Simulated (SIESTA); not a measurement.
**NbP: 7 runs along one coordinate**

System: NbP (I4₁md, 4 atoms in the cell).
Method: Kohn-Sham DFT of a periodic cell, LDA, PseudoDojo 0.4 standard, converted to PSML, no spin polarisation (SIESTA 5.4.2).

The 7 runs differ only in the geometry, by an even scaling of the cell at fixed fractional positions. The structure derives from a Materials Project entry.

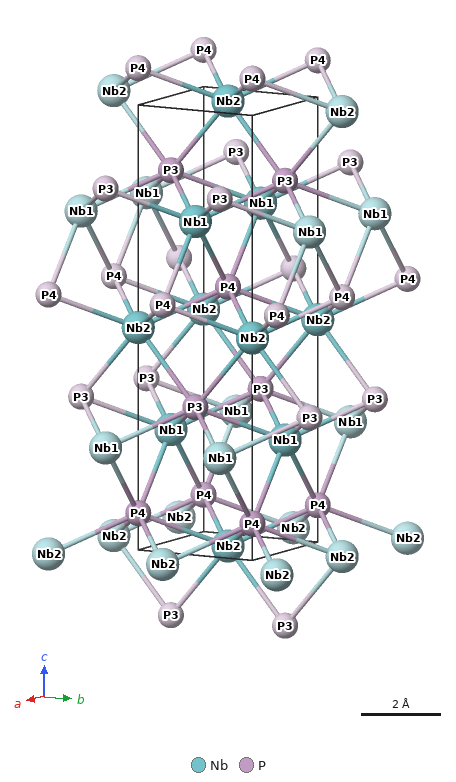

Figure 1. The structure of run 4 (ball-and-stick view of the cell 2 times as large as that of the calculation, set on its symmetry axes, seen at an oblique angle; neighbours outside the cell are drawn fainter; atoms are numbered from 1 in the order of the input). An atom can appear more than once, as a periodic image.

## Input of run 4
```
SystemName                      NbP
SystemLabel                     NbP
NumberOfSpecies                 2
NumberOfAtoms                   4
%block ChemicalSpeciesLabel
  1  41 Nb
  2  15 P
%endblock ChemicalSpeciesLabel

LatticeConstant                 1.0 Ang
%block LatticeVectors
    -1.6749232544     1.6749232544     5.7401081759
     1.6749232544    -1.6749232544     5.7401081759
     1.6749232544     1.6749232544    -5.7401081759
%endblock LatticeVectors
AtomicCoordinatesFormat         Fractional
%block AtomicCoordinatesAndAtomicSpecies
     0.2498808000     0.7498808000     0.5000000000  1  Nb
     0.4998808000     0.4998808000     0.0000000000  1  Nb
     0.8327477700     0.3327477700     0.5000000000  2  P
     0.0827477700     0.0827477700     0.0000000000  2  P
%endblock AtomicCoordinatesAndAtomicSpecies

%block kgrid.MonkhorstPack
   11   0   0  0.0
    0  11   0  0.0
    0   0  11  0.0
%endblock kgrid.MonkhorstPack
XC.Functional                   LDA
XC.Authors                      PW92
PAO.BasisSize                   DZP
PAO.EnergyShift                 0.003 Ry
Mesh.Cutoff                     800 Ry
OccupationFunction              FD
ElectronicTemperature           0.05 eV
MaxSCFIterations                120
SCF.MustConverge                false
SCF.Mixer.Method                Pulay
SCF.Mixer.Weight                0.25
SCF.Mixer.History               8
SCF.DM.Tolerance                5.0e-05
SCF.H.Tolerance                 1.0e-03 eV
WriteForces                     true
Charge.Mulliken                 end
BandLinesScale                  ReciprocalLatticeVectors
%block BandLines
    1    0.000000   0.000000   0.000000  \Gamma
   14   -0.500000   0.500000   0.000000  X
    2   -0.500000   0.500000  -0.042572  Y
    9   -0.271286   0.271286  -0.271286  S
   11    0.000000   0.000000   0.000000  \Gamma
    6    0.500000   0.500000  -0.500000  Z
    9    0.271286   0.728714  -0.728714  S1
    3    0.000000   0.500000  -0.500000  N
   10   -0.250000   0.750000  -0.250000  P
    3    0.042572   0.957428  -0.500000  Y1
   13    0.500000   0.500000  -0.500000  Z
    1   -0.500000   0.500000   0.000000  X
    3   -0.250000   0.750000  -0.250000  P
%endblock BandLines
%block PAO.Basis
  Nb 5
  n=4 0 2
    3.366 0.000
  n=5 0 2
    9.041 0.000
  n=4 1 2
    3.905 0.000
  n=5 1 1
    9.041
  n=4 2 2
    7.312 0.000
%endblock PAO.Basis
```

Command:
```bash
siesta < NbP.fdf > NbP.out 2>&1
```

Run 2 has the same physical settings and fractional positions; its lattice vectors (Å) are:
```
  -1.652286    1.652286    5.662530
   1.652286   -1.652286    5.662530
   1.652286    1.652286   -5.662530
```

## Results, with one run withheld

| run | volume per atom (Å³) | free energy per atom, from the lowest run given (meV) | pressure (GPa) |
| --- | --- | --- | --- |
| 1 | 15.137 | 1.28 | 4.87 |
| 2 | 15.459 | ? | ? |
| 3 | 15.781 | 0.00 | −3.90 |
| 4 | 16.103 | 11.65 | −7.61 |
| 5 | 16.425 | 30.37 | −10.94 |
| 6 | 16.747 | 55.43 | −13.93 |
| 7 | 17.069 | 86.16 | −16.59 |

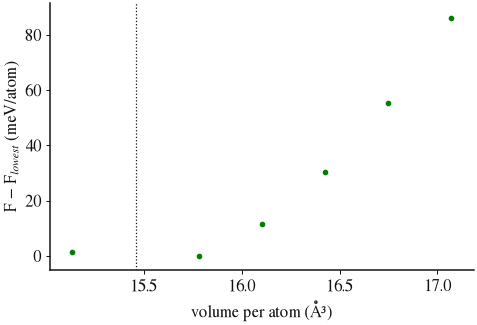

Figure 2. Free energy per atom of the runs given; the dotted line marks run 2.

Fit the runs given and predict run 2.

A cubic polynomial in V^(−2/3) (the Birch–Murnaghan form), fitted to the 6 runs given, misses them by under 0.01 meV per atom. With x = V^(−2/3) − 0.15626 Å⁻², it reads F = 16.007 − 8292 x + 8.6498e+05 x² + 8.1042e+05 x³ (meV per atom). At run 2 it gives −3.76 meV per atom, and the run itself gives −3.76. The slope of the fit gives a pressure −dF/dV of 0.24 GPa there, and the run prints 0.24 GPa. The fit has its minimum at 15.477 Å³ per atom, where V d²F/dV² gives 209 GPa. Cell shape and fractional positions are held, so this is the stiffness under even scaling; the relaxed bulk modulus wasn't computed.

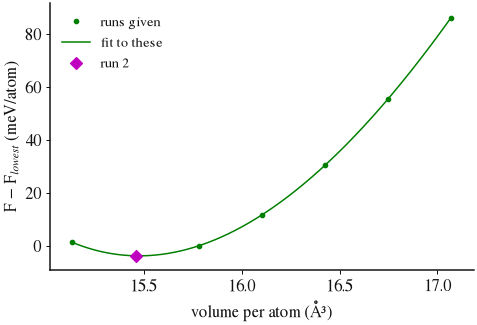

Figure 3. The fit and the withheld run.

## Some lines of the output (run 2)
```
[...]
outcell: Cell volume (Ang**3)        :     61.8360
stepf: Fermi-Dirac step function
siesta: Etot    =     -3769.293018
siesta: FreeEng =     -3769.295960
        iscf     Eharris(eV)        E_KS(eV)     FreeEng(eV)     dDmax    Ef(eV) dHmax(eV)
siesta: E_KS(eV) =            -3774.9883
siesta: E_KS - E_eggbox =     -3774.9883
siesta: Etot    =     -3774.988329
siesta: FreeEng =     -3774.993994
siesta:         Fermi =      -5.773774
siesta: Cell volume =         61.835963 Ang**3
    Orbital volume contribution        =           5.220278 eV
```

Notes: Points of doubt noted for this run: mulliken charges of long orbitals. With a small basis of atomic orbitals these values can differ much from converged plane-wave results.
